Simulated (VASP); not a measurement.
TaN (space group P6_3/mmc, No. 194). Coordinates: the end point of a relaxation with VASP 6.6.1, VASP Kohn-Sham DFT of a periodic cell, LDA, VASP PAW LDA potentials, recommended.

```
Ta N
1.0
     2.87821    0.00000    0.00000
    -1.43911    2.49261    0.00000
     0.00000    0.00000    5.82620
Ta N
2 2
Direct
  0.00000 0.00000 0.50000
  0.00000 0.00000 0.00000
  0.33333 0.66667 0.25000
  0.66667 0.33333 0.75000
```

Describe the stacking along c, with columns A (0, 0), B (1/3, 2/3), C (2/3, 1/3) of the hexagonal mesh.

Ta(A) – N(B) – Ta(A) – N(C) (four layers in 5.83 Å).

N layers alone: BC, the hexagonal close-packed type.

Ta: two octahedral sites, counted in one hexagonal cell.

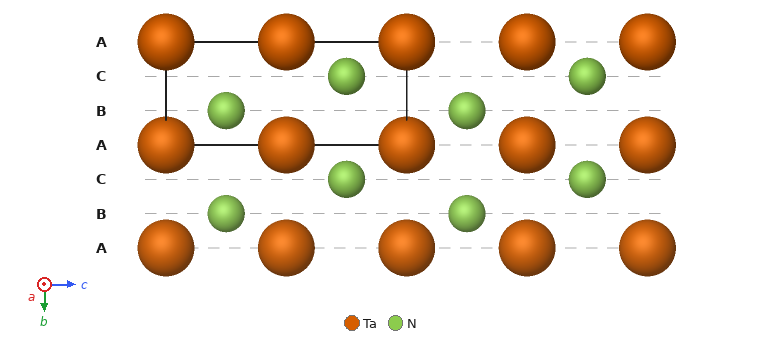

The picture looks along a close-packed row of the hexagonal mesh; c points to the right. The dashed lines mark the three columns A (0, 0), B (1/3, 2/3) and C (2/3, 1/3). The sequence starts with the first layer at or above the cell's origin.
